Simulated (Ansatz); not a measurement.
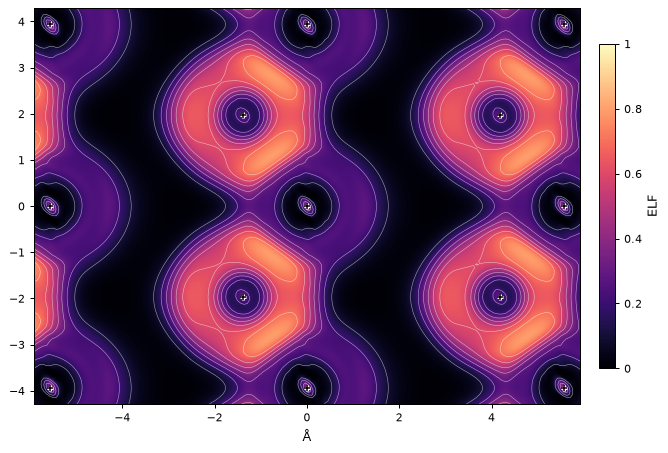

The ELF on a plane through atoms (crosses mark nuclei in the plane).

The calculation used DFT r2SCAN, spin-orbit coupling, plane waves, PAW in Ansatz 0.2.0.

Candidates:
A. InP, a = 5.87 Å, b = 5.87 Å, c = 5.87 Å, α = 90.00°, β = 90.00°, γ = 90.00°. Space group F-43m; a generated structure, not necessarily the stable one.
B. GaAs, a = 5.57 Å, b = 5.57 Å, c = 5.57 Å, α = 90.00°, β = 90.00°, γ = 90.00°. Space group F-43m.

Question: Which candidate gave the map?

Answer: Candidate B: GaAs on the (011) plane of the conventional cell, which holds Ga and As. Ga–As (2.41 Å): the ELF peaks at about 0.80 between the atoms (a shared electron pair).
